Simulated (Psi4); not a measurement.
# doublet [CHF3]− at 4 levels

We compute a comparison of 4 runs (UHF/STO-3G, UHF/3-21G, UB3LYP/6-31G*) of doublet [CHF3]−. 

The results are computed with Psi4 1.11.

## Step 1: The molecule

[CHF3]−: 5 atoms, total charge -1, spin state doublet. SMILES of the parent species: `FC(F)F`. Geometry: relaxed at PBE0-D4/def2-TZVP. That shape belongs to the parent species and isn't relaxed for this state.

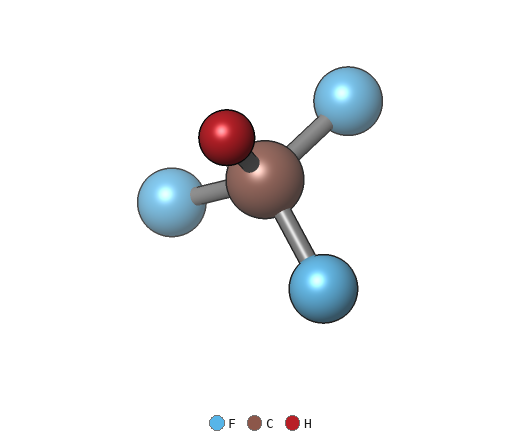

Viewed from a chosen angle; fluorine blue, carbon brown, hydrogen red.

## Step 2: Energy and forces at UHF/STO-3G (run 1)

job.json

```json
{
 "schema_name": "qcschema_input",
 "schema_version": 1,
 "molecule": {
  "schema_name": "qcschema_molecule",
  "schema_version": 2,
  "symbols": ["F", "C", "F", "F", "H"],
  "geometry": [-1.26356537, -0.6230427, 2.03937354, 0.03684966, 0.10650496, 0.01288793, 1.97920466, -1.46221338, -0.29757517, -1.45994571, -0.06631049, -2.00201365, 0.70745677, 2.04508051, 0.24730846],
  "molecular_charge": -1,
  "molecular_multiplicity": 2,
  "fix_symmetry": "c1",
  "fix_com": true,
  "fix_orientation": true
 },
 "driver": "gradient",
 "model": {
  "method": "hf",
  "basis": "STO-3G"
 },
 "keywords": {
  "reference": "uhf",
  "puream": true,
  "e_convergence": 1e-09,
  "d_convergence": 1e-08,
  "scf_type": "pk",
  "maxiter": 100
 }
}
```

Started as:

```sh
$ psi4 --qcschema job.json -n 1 --memory 2200MB
```

stdout:

```text
[...]
  Running in c1 symmetry.
[...]
  Nuclear repulsion =  133.952934405460695
[...]
  Multiplicity = 2
[...]
  Nalpha       = 18
  Nbeta        = 17
[...]
    Number of basis functions: 21
[...]
   @UHF iter   1:  -331.45836060017950   -1.02465e+00   1.40364e-02 DIIS/ADIIS
[...]
   @UHF iter  26:  -331.52776726838704    6.82121e-13   8.55889e-09 DIIS
[...]
   @S^2 Observed:                7.658961416E-01
[...]
    Orbital Energies [Eh]
    ---------------------
    Alpha Occupied:
       1A    -25.541710     2A    -25.430852     3A    -25.430710
       4A    -10.707785     5A     -1.212861     6A     -1.124281
       7A     -1.107840     8A     -0.480090     9A     -0.316790
      10A     -0.315215    11A     -0.266539    12A     -0.142056
      13A     -0.131139    14A     -0.089475    15A     -0.085463
      16A     -0.054395    17A     -0.038536    18A      0.532146
    Alpha Virtual:
      19A      1.031283    20A      1.044509    21A      1.080480
    Beta Occupied:
[...]
  @UHF Final Energy:  -331.52776726838704
   => Energetics <=
    Nuclear Repulsion Energy =            133.9529344054606952
    One-Electron Energy =                -746.9905063182956155
    Two-Electron Energy =                 281.5098046444478541
    Total Energy =                       -331.5277672683870378
  UHF NO Occupations:
  HONO-2 :   16  A 1.9988867
  HONO-1 :   17  A 1.9939058
[...]
 Multipole Moments:
 ------------------------------------------------------------------------------------
     Multipole            Electronic (a.u.)      Nuclear  (a.u.)        Total (a.u.)
 ------------------------------------------------------------------------------------
 L = 1.  Multiply by 2.5417464519 to convert [e a0] to [Debye]
 Dipole X            :          5.8615289           -5.7702031            0.0913259
 Dipole Y            :         17.0581911          -16.6799889            0.3782022
 Dipole Z            :          2.1426191           -2.0173015            0.1253176
 Magnitude           :                                                    0.4087565
[...]
  -Total Gradient:
     Atom            X                  Y                   Z
    ------   -----------------  -----------------  -----------------
       1        0.058078909169     0.035396675910    -0.088273143815
       2        0.020801194204    -0.336260367429    -0.317129634253
       3       -0.196633572714     0.223456637410     0.125920117976
       4        0.122230348271     0.093947553038     0.283927144049
       5       -0.004476878931    -0.016540498928    -0.004444483958
[...]
```

The result, in JSON:

```text
{
 "driver": "gradient",
 "model": {
  "method": "hf",
  "basis": "STO-3G"
 },
 "success": true,
 "return_result": [0.05807890916884634, 0.035396675910006004, -0.08827314381498824, 0.020801194203827048, -0.3362603674291809, -0.3171296342526425, -0.19663357271381368, 0.22345663741036392, 0.12592011797634095, 0.12223034827146217, 0.09394755303750602, 0.28392714404936437, -0.00447687893057655, -0.016540498928294567, -0.004444483958076964],
 "properties": {
  "calcinfo_nbasis": 21,
  "calcinfo_nmo": 21,
  "calcinfo_nalpha": 18,
  "calcinfo_nbeta": 17,
  "calcinfo_natom": 5,
  "nuclear_repulsion_energy": 133.9529344054607,
  "return_energy": -331.52776726838704,
  "return_gradient": [0.05807890916884634, 0.035396675910006004, -0.08827314381498824, 0.020801194203827048, -0.3362603674291809, -0.3171296342526425, -0.19663357271381368, 0.22345663741036392, 0.12592011797634095, 0.12223034827146217, 0.09394755303750602, 0.28392714404936437, -0.00447687893057655, -0.016540498928294567, -0.004444483958076964],
  "scf_one_electron_energy": -746.9905063182956,
  "scf_two_electron_energy": 281.50980464444785,
  "scf_dipole_moment": [0.09132586316901481, 0.3782022368224993, 0.12531759462032888],
  "scf_total_energy": -331.52776726838704,
  "scf_total_gradient": [0.05807890916884634, 0.035396675910006004, -0.08827314381498824, 0.020801194203827048, -0.3362603674291809, -0.3171296342526425, -0.19663357271381368, 0.22345663741036392, 0.12592011797634095, 0.12223034827146217, 0.09394755303750602, 0.28392714404936437, -0.00447687893057655, -0.016540498928294567, -0.004444483958076964],
  "scf_iterations": 26
 }
}
```

Run time: 1.5 s. Hardware: 1 thread of Intel Xeon Platinum 8488C (Sapphire Rapids), shared host; peak memory 0.18 GiB.

## Step 3: Energy and forces at UHF/3-21G (run 2)

chf3.in

```
memory 2200 MB

molecule {
  -1 2
  F     -1.26356537    -0.62304270     2.03937354
  C      0.03684966     0.10650496     0.01288793
  F      1.97920466    -1.46221338    -0.29757517
  F     -1.45994571    -0.06631049    -2.00201365
  H      0.70745677     2.04508051     0.24730846
  units bohr
  symmetry c1
  no_reorient
  no_com
}

set basis 3-21G
set reference uhf
set puream true
set e_convergence 1e-09
set d_convergence 1e-08
set scf_type pk
set maxiter 100

energy_value, wavefunction = gradient("hf", return_wfn=True)
oeprop(wavefunction, "MULLIKEN_CHARGES", "WIBERG_LOWDIN_INDICES", "DIPOLE")
print_variables()
```

Started as:

```sh
$ psi4 -n 1 chf3.in chf3.out
```

chf3.out, shortened:

```text
[...]
  Running in c1 symmetry.
[...]
  Nuclear repulsion =  133.952934405460695
[...]
  Multiplicity = 2
[...]
  Nalpha       = 18
  Nbeta        = 17
[...]
    Number of basis functions: 38
[...]
   @UHF iter   1:  -334.63492399035317   -2.74759e-01   9.89413e-03 DIIS/ADIIS
[...]
   @UHF iter  13:  -334.69357448096480   -7.95808e-13   9.32578e-09 DIIS
[...]
   @S^2 Observed:                7.529573037E-01
[...]
  @UHF Final Energy:  -334.69357448096480
   => Energetics <=
    Nuclear Repulsion Energy =            133.9529344054606952
    One-Electron Energy =                -742.1068479697669318
    Two-Electron Energy =                 273.4603390833414096
    Total Energy =                       -334.6935744809647986
  UHF NO Occupations:
  HONO-2 :   16  A 1.9998979
  HONO-1 :   17  A 1.9988304
[...]
  -Total Gradient:
     Atom            X                  Y                   Z
    ------   -----------------  -----------------  -----------------
       1        0.031099004033     0.030631679019    -0.037659603631
       2        0.010838942525     0.031331267240     0.003795266957
       3       -0.032329642073     0.047044438128     0.008053674594
       4        0.034928973003     0.019742090591     0.041379075070
       5       -0.044537277489    -0.128749474976    -0.015568412988
[...]
 Multipole Moments:
 ------------------------------------------------------------------------------------
     Multipole            Electronic (a.u.)      Nuclear  (a.u.)        Total (a.u.)
 ------------------------------------------------------------------------------------
 L = 1.  Multiply by 2.5417464519 to convert [e a0] to [Debye]
 Dipole X            :          5.3547992           -5.7702031           -0.4154039
 Dipole Y            :         15.4791306          -16.6799889           -1.2008583
 Dipole Z            :          1.8721102           -2.0173015           -0.1451913
 Magnitude           :                                                    1.2789455
[...]
  Mulliken Charges: (a.u.)
   Center  Symbol    Alpha    Beta     Spin     Total
       1     F     4.73589  4.74516 -0.00928 -0.48105
       2     C     2.47850  2.45886  0.01964  1.06265
       3     F     4.73589  4.74516 -0.00927 -0.48105
[...]
```

Run time: 1.5 s. Hardware: 1 thread of Intel Xeon Platinum 8488C (Sapphire Rapids), shared host; peak memory 0.18 GiB.

Run 3 isn't shown in full; the table further down has it.

## Step 4: Energy and forces at UB3LYP/6-31G(d) (Cartesian functions) (run 4)

chf3.json

```json
{
 "schema_name": "qcschema_input",
 "schema_version": 1,
 "molecule": {
  "schema_name": "qcschema_molecule",
  "schema_version": 2,
  "symbols": ["F", "C", "F", "F", "H"],
  "geometry": [-1.26356537, -0.6230427, 2.03937354, 0.03684966, 0.10650496, 0.01288793, 1.97920466, -1.46221338, -0.29757517, -1.45994571, -0.06631049, -2.00201365, 0.70745677, 2.04508051, 0.24730846],
  "molecular_charge": -1,
  "molecular_multiplicity": 2,
  "fix_symmetry": "c1",
  "fix_com": true,
  "fix_orientation": true
 },
 "driver": "gradient",
 "model": {
  "method": "b3lyp",
  "basis": "6-31G*"
 },
 "keywords": {
  "reference": "uks",
  "puream": false,
  "e_convergence": 1e-09,
  "d_convergence": 1e-08,
  "scf_type": "pk",
  "dft_radial_points": 99,
  "dft_spherical_points": 590,
  "maxiter": 100,
  "scf_properties": ["MULLIKEN_CHARGES", "MAYER_INDICES", "DIPOLE"]
 }
}
```

Started as:

```sh
$ psi4 --qcschema chf3.json -n 1 --memory 2200MB
```

stdout, shortened:

```text
[...]
  Running in c1 symmetry.
[...]
  Nuclear repulsion =  133.952934405460695
[...]
  Multiplicity = 2
[...]
  Nalpha       = 18
  Nbeta        = 17
[...]
    Number of basis functions: 62
[...]
   @UKS iter   1:  -337.82280433699145    1.59353e-01   9.49832e-03 ADIIS/DIIS
[...]
   @UKS iter  15:  -338.00250221678272   -5.17275e-12   5.08405e-09 DIIS
[...]
   @S^2 Observed:                7.510051321E-01
[...]
  @UKS Final Energy:  -338.00250221678272
   => Energetics <=
    Nuclear Repulsion Energy =            133.9529344054606952
    One-Electron Energy =                -744.5568266638633759
    Two-Electron Energy =                 302.9772285609953428
    DFT Exchange-Correlation Energy =     -30.3758385193754137
    Empirical Dispersion Energy =           0.0000000000000000
    VV10 Nonlocal Energy =                  0.0000000000000000
    Total Energy =                       -338.0025022167827160
[...]
 Multipole Moments:
 ------------------------------------------------------------------------------------
     Multipole            Electronic (a.u.)      Nuclear  (a.u.)        Total (a.u.)
 ------------------------------------------------------------------------------------
 L = 1.  Multiply by 2.5417464519 to convert [e a0] to [Debye]
 Dipole X            :          5.2762636           -5.7702031           -0.4939395
 Dipole Y            :         15.2520825          -16.6799889           -1.4279064
 Dipole Z            :          1.8446642           -2.0173015           -0.1726373
 Magnitude           :                                                    1.5207552
[...]
  Mulliken Charges: (a.u.)
   Center  Symbol    Alpha    Beta     Spin     Total
       1     F     4.66392  4.66506 -0.00114 -0.32898
       2     C     2.53547  2.63524 -0.09977  0.82929
       3     F     4.66392  4.66506 -0.00114 -0.32898
[...]
  -Total Gradient:
     Atom            X                  Y                   Z
    ------   -----------------  -----------------  -----------------
       1        0.023833295314     0.019863870756    -0.031791399606
       2        0.015510528400     0.044837928402     0.005426766738
       3       -0.028606329006     0.033434019195     0.006002811145
       4        0.026989144240     0.010868300140     0.033563286755
       5       -0.037712246054    -0.109023075157    -0.013181711082
[...]
```

The result, in JSON:

```text
{
 "driver": "gradient",
 "model": {
  "method": "b3lyp",
  "basis": "6-31G*"
 },
 "success": true,
 "return_result": [0.023833295314231617, 0.01986387075561663, -0.03179139960566016, 0.015510528400386026, 0.044837928401700866, 0.0054267667376089734, -0.028606329005735787, 0.033434019194538506, 0.006002811144956828, 0.026989144239806667, 0.010868300140466056, 0.03356328675471801, -0.03771224605365529, -0.10902307515745288, -0.013181711082260482],
 "properties": {
  "calcinfo_nbasis": 62,
  "calcinfo_nmo": 62,
  "calcinfo_nalpha": 18,
  "calcinfo_nbeta": 17,
  "calcinfo_natom": 5,
  "nuclear_repulsion_energy": 133.9529344054607,
  "return_energy": -338.0025022167827,
  "return_gradient": [0.023833295314231617, 0.01986387075561663, -0.03179139960566016, 0.015510528400386026, 0.044837928401700866, 0.0054267667376089734, -0.028606329005735787, 0.033434019194538506, 0.006002811144956828, 0.026989144239806667, 0.010868300140466056, 0.03356328675471801, -0.03771224605365529, -0.10902307515745288, -0.013181711082260482],
  "scf_one_electron_energy": -744.5568266638634,
  "scf_two_electron_energy": 302.97722856099534,
  "scf_xc_energy": -30.375838519375414,
  "scf_dipole_moment": [-0.49393946024529, -1.4279063646057928, -0.17263731129427784],
  "scf_total_energy": -338.0025022167827,
  "scf_total_gradient": [0.023833295314231617, 0.01986387075561663, -0.03179139960566016, 0.015510528400386026, 0.044837928401700866, 0.0054267667376089734, -0.028606329005735787, 0.033434019194538506, 0.006002811144956828, 0.026989144239806667, 0.010868300140466056, 0.03356328675471801, -0.03771224605365529, -0.10902307515745288, -0.013181711082260482],
  "scf_iterations": 15
 }
}
```

It took 15 s on 1 thread of Intel Xeon Platinum 8488C (Sapphire Rapids), shared host; peak memory 0.71 GiB.

## Step 5: All runs side by side

```
run                                level      task         integration grid  energy (Eh)  HOMO energy (eV)  LUMO energy (eV)   ⟨S²⟩  wall time
  1                           UHF/STO-3G  gradient                        –  -331.527767             14.48             28.06  0.766      1.5 s
  2                            UHF/3-21G  gradient                        –  -334.693574              6.37             18.34  0.753      1.5 s
  3  UB3LYP/6-31G* (spherical functions)    energy  99 radial × 590 angular  -337.998655              9.21             12.14  0.751       13 s
  4  UB3LYP/6-31G* (Cartesian functions)  gradient  99 radial × 590 angular  -338.002502              9.20             12.12  0.751       15 s
```

## Step 6: What came out

| quantity | value |
| --- | --- |
| run 4: total energy | -338.00250 Eh |
| run 4: HOMO energy (highest over α and β) | 9.20 eV |
| run 4: LUMO energy (lowest over α and β) | 12.12 eV |
| run 4: ⟨S²⟩ | 0.751 |
| run 4: largest force on an atom | 5.971 eV/Å |

In words: In runs 1, 2, 3, 4 the HOMO lies above zero, so the outermost electron may be held by the basis alone. In run 1 the basis is minimal, so the values are rough. All runs together took 31 s, the longest 15 s.
